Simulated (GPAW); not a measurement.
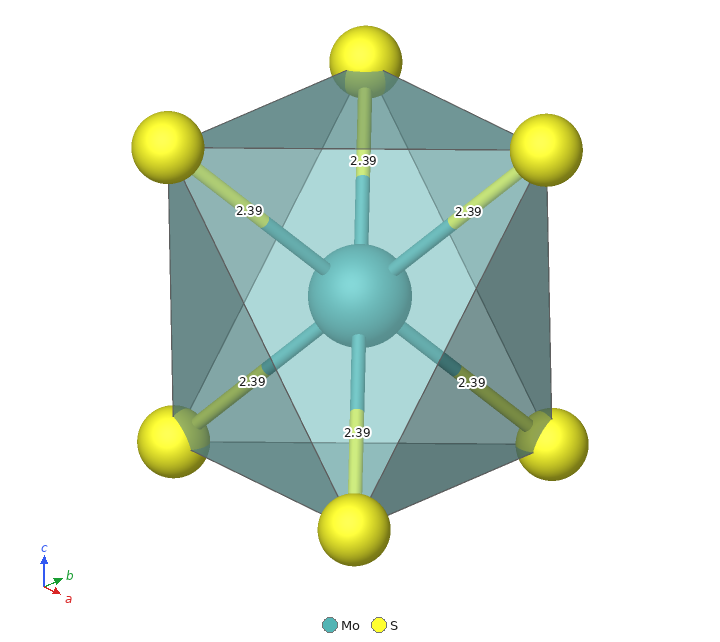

The MoS6 unit about Mo in MoS2. Origin: an entry of the Crystallography Open Database, as set up for an electronic-structure calculation.

MoS2, space group R-3m:H (No. 166), a = 3.171 Å, b = 3.171 Å, c = 18.345 Å, α = 90.00°, β = 90.00°, γ = 120.00°

```json
{"site": "Mo", "Wyckoff": "3a", "x": "0.0000", "y": "0.0000", "z": "0.0000"}
{"site": "S", "Wyckoff": "6c", "x": "0.3333", "y": "0.6667", "z": "0.9167"}
```

Compute the usual distortion measures of this polyhedron.

It is closest to the octahedron.

| measure | value |
| --- | --- |
| mean bond length | 2.385 Å |
| bond-length distortion index (Baur) | 0.000 |
| effective coordination number (Hoppe) | 6.00 |
| shape measure against the octahedron | 0.64 |
| shape measure against the trigonal prism | 14.97 |
| centre off the ligands' centroid by | 0.00 Å |
| polyhedral volume | 17.75 Å³ |
| quadratic elongation | 1.013 |
| bond-angle variance | 48.6 deg² |
